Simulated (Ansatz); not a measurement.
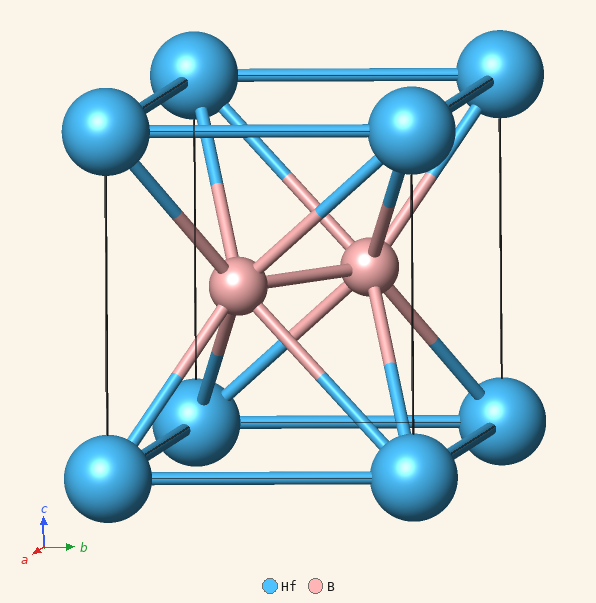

The figure gives a ball-and-stick picture of the atoms, viewed slightly off an axis. One unit cell is framed, with atoms on its boundary repeated. Cell: a = 3.154 Å, b = 3.097 Å, c = 3.542 Å, α = 92.10°, β = 88.72°, γ = 115.72°.

The structure is one of HfB₂. Strictly the space group is P-1 (No. 2, within 0.01 Å). It is a distorted form of a primitive hexagonal structure, space group P6/mmm (No. 191) within 0.45 Å: AlB₂ type. The cell holds 3 atoms (1 Hf, 2 B), Z = 1.

Starting structure: a structure listed in the Materials Project. Earlier steps of the study may have refined or changed the cell and positions. It was set up as input for a calculation with Ansatz.
